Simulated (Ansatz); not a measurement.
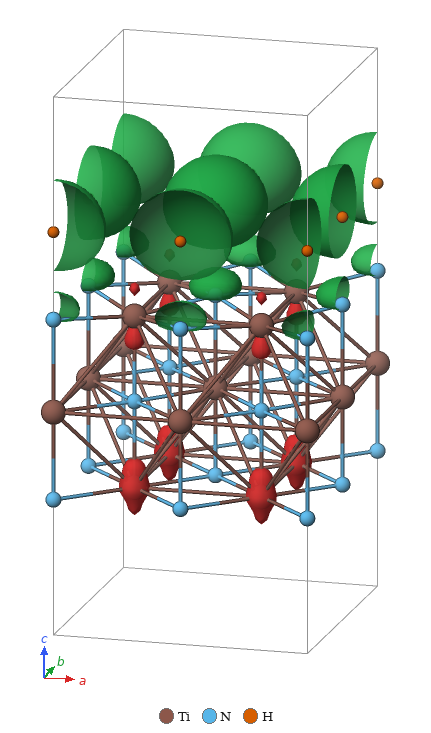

Ti$_{3}$HN$_{3}$ (slab). Isosurfaces of the spin density at +0.02 (green) and −0.02 e/Å³ (red), seen slightly off an axis. Sticks mark near contacts.

A point of a scan over the structure, not its minimum; not relaxed (largest force 1.7 eV/Å); the SCF solution may not be the lowest one; PAW files of the earlier set (soft_1); spin-polarised.

Computed with Ansatz 0.2.0, DFT PBE, scalar-relativistic, plane waves, PAW.

Core electrons are frozen (PAW), and the valence fields are smoothed inside the atomic spheres.

```yaml
crystal:
  lattice:
    - [3.00286, 0.00000, 0.00000]
    - [0.00000, 3.00286, 0.00000]
    - [0.00000, 0.00000, 21.25849]
  atoms:
    - { symbol: Ti, position: [0.50000, 0.50000, 0.18816] }
    - { symbol: N, position: [0.00000, 0.00000, 0.18816] }
    - { symbol: Ti, position: [0.00000, 0.00000, 0.28557] }
    - { symbol: N, position: [0.50000, 0.50000, 0.28401] }
    - { symbol: Ti, position: [0.50000, 0.50000, 0.37891] }
    - { symbol: N, position: [0.00000, 0.00000, 0.38848] }
    - { symbol: H, position: [0.00000, 0.00000, 0.48585] }
```

Question: Which atoms carry the moments, and with what signs?

Answer: The spin density sits on H: +0.5 μB in one cell of 7 atoms: a single local moment. The cell of the calculation (7 atoms) carries 0.7 μB of net spin moment.
